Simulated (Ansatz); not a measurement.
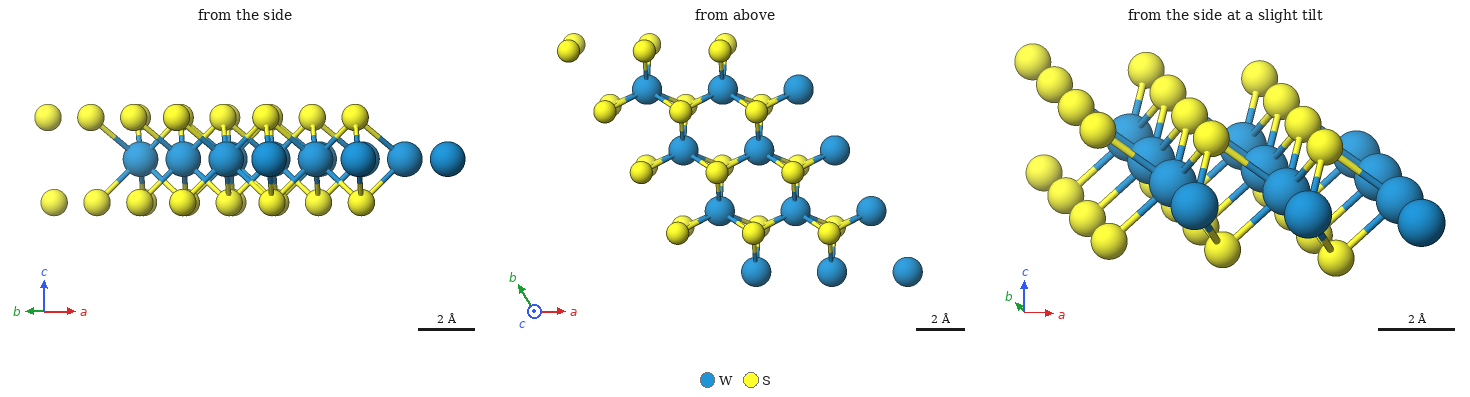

A ball-and-stick picture of a periodic sheet, seen from the side, from above and from the side at a slight tilt. The surface normal points up in side views; the vacuum is left out. 3×4 cells are drawn in the plane, with atoms at the edges repeated.

The cell holds 1 W, 2 S.

> With which atoms do the two faces end?

The top face ends in S, the bottom face in S. The two faces are alike.

> What is the thickness of the slab?

About 3.1 Å from the lowest to the highest atom.

> Name the atomic layers in order from the top face down.

Three planes: S / W / S.

> What bonds hold it together?

Each W has six S in a distorted trigonal prismatic arrangement at about 2.2 to 2.5 Å. The coordination shell of S holds three W in a trigonal pyramidal arrangement at about 2.2 to 2.5 Å. Not all metal-metal contacts are counted. The bonds build WS2 layers parallel to the surface.

Its origin is a structure listed in the Materials Project. The cell was then strained or its atoms displaced on purpose. It went into a calculation with Ansatz.

At this level of theory the run's own cell isn't at rest (compressed, at 5 GPa and forces up to 3.4 eV/Å), so its distances can differ from those at equilibrium, the more so the softer the solid.
